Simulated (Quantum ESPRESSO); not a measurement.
**SrO (Fm-3m): zone-centre phonons**

Which modes does SrO (Fm-3m) have at the zone centre?

Method: DFT PBE, scalar-relativistic, plane waves, GBRV ultrasoft pseudopotentials, in Quantum ESPRESSO 7.5.

The database entry behind the starting cell differs from later determinations by our own check (about 0.5 % short), so it need not match the best structure at ambient conditions.

## 1. Set-up

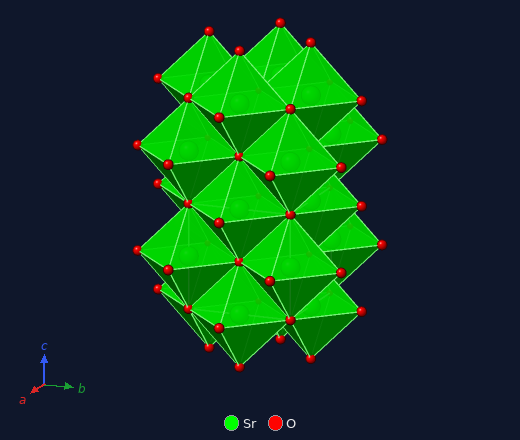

The cell as given, slightly off an axis (strontium green, oxygen red). 1×1×2 cells are drawn. This picture shows the conventional cell, with its axes. Some periodic images of atoms are drawn too.

As a file:

```
Sr O
1.0
    -2.56630    0.00000    2.56630
     0.00000    2.56630    2.56630
    -2.56630    2.56630    0.00000
Sr O
1 1
Direct
  0.50000 0.50000 0.50000
  0.00000 0.00000 0.00000
```

## 2. A first look

Before anything dear is run, a loose run with smearing shows whether this is a metal and how far the cell is from rest.

The input, probe.in:

```
&CONTROL
  calculation = 'scf'
  prefix      = 'x'
  outdir      = './tmp'
  pseudo_dir  = './pseudo'
  tprnfor     = .true.
  tstress     = .true.
  verbosity   = 'high'
/
&SYSTEM
  ibrav       = 2
  celldm(1)   = 9.69920831
  nat         = 2
  ntyp        = 2
  ecutwfc     = 55.0
  ecutrho     = 440.0
  occupations = 'smearing'
  smearing    = 'gaussian'
  degauss     = 0.01
/
&ELECTRONS
  conv_thr         = 1.0d-07
  mixing_beta      = 0.7
  electron_maxstep = 100
/
ATOMIC_SPECIES
 Sr     87.6200  Sr.upf
 O      15.9990  O.upf
ATOMIC_POSITIONS crystal
 Sr     0.500000000   0.500000000   0.500000000
 O      0.000000000   0.000000000   0.000000000
K_POINTS automatic
 6 6 6 0 0 0
```

Run with:

```bash
$ OMP_NUM_THREADS=1 mpirun -n 4 pw.x -nk 4 -in probe.in > probe.out
```

Output:

```text
[banners, grids, parts of the stress and lines that vanish by symmetry left out]
Program PWSCF v.7.5
     bravais-lattice index     =            2
     lattice parameter (alat)  =       9.6992  a.u.
[...]
kinetic-energy cutoff     =      55.0000  Ry
     charge density cutoff     =     440.0000  Ry
     scf convergence threshold =      1.0E-07
[...]
Exchange-correlation= SLA  PW   PBE  PBE
                           (   1   4   3   4   0   0   0)
[...]
48 Sym. Ops., with inversion, found
[...]
(     0          1          0      )
                  (     0          0          1      )
[...]
(  0.0000000  1.0000000  0.0000000 )
                  (  0.0000000  0.0000000  1.0000000 )
[...]
(     1          0         -1      )
                  (     0          0         -1      )
[...]
(  0.0000000 -1.0000000  0.0000000 )
[...]
(     0          1         -1      )
                  (     0          1          0      )
[...]
( -1.0000000  0.0000000  0.0000000 )
                  (  0.0000000  1.0000000  0.0000000 )
[...]
number of k points=    16  Gaussian smearing, width (Ry)=  0.0100
[...]
End of self-consistent calculation
[...]
the Fermi energy is     9.0506 ev
!    total energy              =    -102.70004054 Ry
[...]
convergence has been achieved in  12 iterations
[...]
atom    1 type  1   force =     0.00000000    0.00000000   -0.00000000
     atom    2 type  2   force =    -0.00000000   -0.00000000    0.00000000
[...]
Total force =     0.000000     Total SCF correction =     0.000000
[...]
total   stress  (Ry/bohr**3)                   (kbar)     P=       33.24
[...]
XML data file, charge density, pseudopotentials, collected wavefunctions

   JOB DONE.
```

Elapsed: 4.9 s, on 4 MPI ranks of Arm Neoverse V1, shared host; 19 s of CPU time.

This step gave:

```
volume per atom   : 16.90 Å³
pressure          : 3.324 GPa
gap on the k-mesh : 3.320 eV
```

A gap of 3.3 eV opens on this mesh, so the crystal is taken as an insulator; the start stands at 3.3 GPa.

## 3. Relaxing the cell and atoms

The relaxation runs at a cutoff a fifth above that of the response, since stress converges more slowly with the basis than frequencies do. Forces and stress are brought to rest with tight thresholds.

The input, relax.in:

```
&CONTROL
  calculation   = 'vc-relax'
  prefix        = 'x'
  outdir        = './tmp'
  pseudo_dir    = './pseudo'
  tprnfor       = .true.
  tstress       = .true.
  forc_conv_thr = 2.0d-05
  etot_conv_thr = 1.0d-07
  nstep         = 40
/
&SYSTEM
  ibrav       = 2
  celldm(1)   = 9.69920831
  nat         = 2
  ntyp        = 2
  ecutwfc     = 66
  ecutrho     = 528.0
  occupations = 'fixed'
  nbnd        = 10
/
&ELECTRONS
  conv_thr         = 1.0d-11
  mixing_beta      = 0.7
  electron_maxstep = 100
/
&IONS
/
&CELL
  press_conv_thr = 0.2
/
ATOMIC_SPECIES
 Sr     87.6200  Sr.upf
 O      15.9990  O.upf
ATOMIC_POSITIONS crystal
 Sr     0.500000000   0.500000000   0.500000000
 O      0.000000000   0.000000000   0.000000000
K_POINTS automatic
 8 8 8 0 0 0
```

Run with:

```bash
$ OMP_NUM_THREADS=1 mpirun -n 4 pw.x -nk 4 -in relax.in > relax.out
```

Output:

```text
[banners, grids, parts of the stress and lines that vanish by symmetry left out]
[banner, memory and clock lines left out]
Program PWSCF v.7.5

[...]
kinetic-energy cutoff     =      66.0000  Ry
     charge density cutoff     =     528.0000  Ry
     scf convergence threshold =      1.0E-11
[...]
energy convergence thresh.=      1.0E-07
     force convergence thresh. =      2.0E-05
     press convergence thresh. =      2.0E-01
     Exchange-correlation= SLA  PW   PBE  PBE
                           (   1   4   3   4   0   0   0)
[...]
48 Sym. Ops., with inversion, found
[...]
number of k points=    29
[...]
End of self-consistent calculation
[...]
highest occupied, lowest unoccupied level (ev):     8.1128   11.4326
!    total energy              =    -102.70022961 Ry
[...]
convergence has been achieved in  22 iterations
[...]
atom    1 type  1   force =     0.00000000    0.00000000    0.00000000
     atom    2 type  2   force =     0.00000000    0.00000000    0.00000000
     Total force =     0.000000     Total SCF correction =     0.000000
[...]
total   stress  (Ry/bohr**3)                   (kbar)     P=       33.97
[...]
number of bfgs steps    =   0
[...]
CELL_PARAMETERS (alat=  9.69920831)
[...]
ATOMIC_POSITIONS (crystal)
Sr               0.5000000000        0.5000000000        0.5000000000
O               -0.0000000000        0.0000000000       -0.0000000000
[...]
New effective cutoffs (rho, wfc):  521.05   65.23
[...]
End of self-consistent calculation
[...]
highest occupied, lowest unoccupied level (ev):     7.9221   11.2498
!    total energy              =    -102.70091994 Ry
[...]
convergence has been achieved in   7 iterations
[...]
atom    1 type  1   force =    -0.00000000    0.00000000   -0.00000000
     atom    2 type  2   force =     0.00000000    0.00000000   -0.00000000
     Total force =     0.000000     Total SCF correction =     0.000000
[...]
total   stress  (Ry/bohr**3)                   (kbar)     P=       17.39
[...]
number of bfgs steps    =   1
[...]
CELL_PARAMETERS (alat=  9.69920831)
[...]
ATOMIC_POSITIONS (crystal)
Sr               0.5000000000        0.5000000000        0.5000000000
O               -0.0000000000        0.0000000000        0.0000000000
[...]
New effective cutoffs (rho, wfc):  514.68   64.44
[...]
End of self-consistent calculation
[...]
highest occupied, lowest unoccupied level (ev):     7.7226   11.0570
!    total energy              =    -102.70118607 Ry
[...]
convergence has been achieved in   8 iterations
[...]
atom    1 type  1   force =     0.00000000    0.00000000    0.00000000
     atom    2 type  2   force =     0.00000000    0.00000000    0.00000000
     Total force =     0.000000     Total SCF correction =     0.000000
[...]
total   stress  (Ry/bohr**3)                   (kbar)     P=        1.01
[...]
number of bfgs steps    =   2
[...]
CELL_PARAMETERS (alat=  9.69920831)
[...]
ATOMIC_POSITIONS (crystal)
[...]
New effective cutoffs (rho, wfc):  514.29   64.39
[...]
End of self-consistent calculation
[...]
highest occupied, lowest unoccupied level (ev):     7.7103   11.0450
!    total energy              =    -102.70118704 Ry
[...]
convergence has been achieved in   7 iterations
[...]
atom    1 type  1   force =    -0.00000000   -0.00000000   -0.00000000
     atom    2 type  2   force =     0.00000000    0.00000000    0.00000000
     Total force =     0.000000     Total SCF correction =     0.000000
[...]
total   stress  (Ry/bohr**3)                   (kbar)     P=        0.03
[...]
number of bfgs steps    =   3
[...]
small trust_radius: resetting bfgs history
[...]
CELL_PARAMETERS (alat=  9.69920831)
[...]
ATOMIC_POSITIONS (crystal)
[...]
New effective cutoffs (rho, wfc):  514.28   64.39
[...]
End of self-consistent calculation
[...]
highest occupied, lowest unoccupied level (ev):     7.7101   11.0449
!    total energy              =    -102.70118704 Ry
[...]
convergence has been achieved in   3 iterations
[...]
atom    1 type  1   force =    -0.00000000    0.00000000   -0.00000000
     atom    2 type  2   force =    -0.00000000   -0.00000000    0.00000000
     Total force =     0.000000     Total SCF correction =     0.000000
[...]
total   stress  (Ry/bohr**3)                   (kbar)     P=        0.02
[...]
bfgs converged in   5 scf cycles and   4 bfgs steps
[...]
End of BFGS Geometry Optimization
     Final enthalpy           =    -102.7011870420 Ry
     File ./tmp/x.bfgs deleted, as requested
[...]
CELL_PARAMETERS (alat=  9.69920831)
[...]
ATOMIC_POSITIONS (crystal)
Sr               0.5000000000        0.5000000000        0.5000000000
O               -0.0000000000        0.0000000000        0.0000000000
[...]
Final scf calculation at the relaxed structure.
[...]
kinetic-energy cutoff     =      66.0000  Ry
     charge density cutoff     =     528.0000  Ry
     scf convergence threshold =      1.0E-13
[...]
press convergence thresh. =      2.0E-01
     Exchange-correlation= SLA  PW   PBE  PBE
                           (   1   4   3   4   0   0   0)
[...]
48 Sym. Ops., with inversion, found
[...]
number of k points=    29
[...]
End of self-consistent calculation
[...]
highest occupied, lowest unoccupied level (ev):     7.7101   11.0449
!    total energy              =    -102.70119137 Ry
[...]
convergence has been achieved in  22 iterations
[...]
atom    1 type  1   force =     0.00000000    0.00000000   -0.00000000
     atom    2 type  2   force =    -0.00000000   -0.00000000    0.00000000
     Total force =     0.000000     Total SCF correction =     0.000000
[...]
total   stress  (Ry/bohr**3)                   (kbar)     P=        0.06
[...]
XML data file, charge density, pseudopotentials, collected wavefunctions
```

Elapsed: 39 s, on 4 MPI ranks.

The steps of the relaxation:

```csv
step,energy less that of the first step (eV),largest force (eV/Å),pressure (GPa),volume (Å³)
1,0.0000,0.0000,3.40,33.80
2,-0.0094,0.0000,1.74,34.39
3,-0.0130,0.0000,0.10,35.03
4,-0.0130,0.0000,0.00,35.07
5,-0.0130,0.0000,0.00,35.07
6,-0.0131,0.0000,0.01,35.07
```

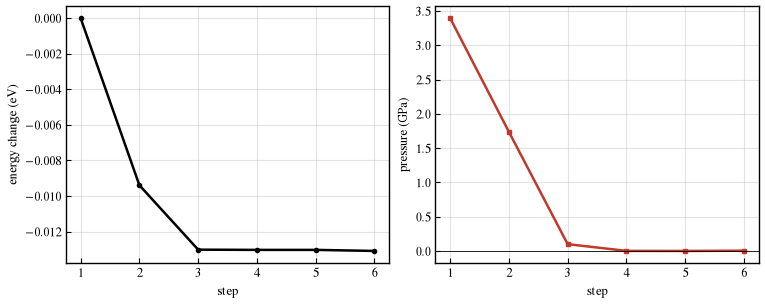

Energy and pressure along the relaxation.

```csv
"conventional cell, symmetrised",before,after,change
a (Å),5.133,5.196,+1.2 %
b (Å),5.133,5.196,+1.2 %
c (Å),5.133,5.196,+1.2 %
volume (Å³/atom),16.90,17.54,+3.8 %
```

Final coordinates:

```
CELL_PARAMETERS angstrom
-2.59804 0.00000 2.59804
0.00000 2.59804 2.59804
-2.59804 2.59804 0.00000
ATOMIC_POSITIONS crystal
Sr 0.50000 0.50000 0.50000
O 0.00000 0.00000 0.00000
```

The last row of the table of steps is pw.x's closing run on a basis chosen anew for the final cell, so its energy can jump.

Numbers from this step:

```yaml
volume_per_atom: 17.54 Å³
pressure: 0.006000 GPa
gap_on_the_k_mesh: 3.335 eV
```

The volume changes by +3.8 % from the cell with which this run began.

## 4. Self-consistent run for the response

The response is built on this ground state, so it is converged far tighter than an energy would need. With a gap, occupations are fixed, which also allows the response to an electric field.

The input, scf.in:

```
&CONTROL
  calculation = 'scf'
  prefix      = 'x'
  outdir      = './tmp'
  pseudo_dir  = './pseudo'
  tprnfor     = .true.
  tstress     = .true.
/
&SYSTEM
  ibrav       = 2
  celldm(1)   = 9.81917462
  nat         = 2
  ntyp        = 2
  ecutwfc     = 55.0
  ecutrho     = 440.0
  occupations = 'fixed'
  nbnd        = 10
/
&ELECTRONS
  conv_thr         = 1.0d-12
  mixing_beta      = 0.7
  electron_maxstep = 100
/
ATOMIC_SPECIES
 Sr     87.6200  Sr.upf
 O      15.9990  O.upf
ATOMIC_POSITIONS crystal
 Sr     0.500000000   0.500000000   0.500000000
 O      0.000000000   0.000000000   0.000000000
K_POINTS automatic
 8 8 8 0 0 0
```

Run with:

```bash
$ OMP_NUM_THREADS=1 mpirun -n 4 pw.x -nk 4 -in scf.in > scf.out
```

Output:

```text
[banners, grids, parts of the stress and lines that vanish by symmetry left out]
[banner, memory and clock lines left out]
Program PWSCF v.7.5

[...]
kinetic-energy cutoff     =      55.0000  Ry
     charge density cutoff     =     440.0000  Ry
     scf convergence threshold =      1.0E-12
[...]
Exchange-correlation= SLA  PW   PBE  PBE
                           (   1   4   3   4   0   0   0)
[...]
48 Sym. Ops., with inversion, found
[...]
number of k points=    29
[...]
End of self-consistent calculation
[...]
highest occupied, lowest unoccupied level (ev):     7.7101   11.0450
!    total energy              =    -102.70101057 Ry
[...]
convergence has been achieved in  16 iterations
[...]
atom    1 type  1   force =     0.00000000    0.00000000    0.00000000
     atom    2 type  2   force =     0.00000000    0.00000000    0.00000000
     Total force =     0.000000     Total SCF correction =     0.000000
[...]
total   stress  (Ry/bohr**3)                   (kbar)     P=       -0.80
[...]
XML data file, charge density, pseudopotentials, collected wavefunctions
```

Wall time 7.9 s (4 MPI ranks).

Read from the output:

| Quantity | Value |
| --- | --- |
| pressure | -0.08 GPa |

The cell stands at -0.08 GPa, close enough for phonons.

(Continued in part 2 of 5.)

[Host names and launcher messages were left out of these logs when they were recorded.]

[Logs are printed without paths, hosts, clocks, repeated set-up lines and the standing remarks that a program may print on its own settings, such as how far it seeks lower states.]

[Hosts, paths, dates, database ids (printed as entryN), source tags and the programs' standing remarks are cut or masked in the printed files.]
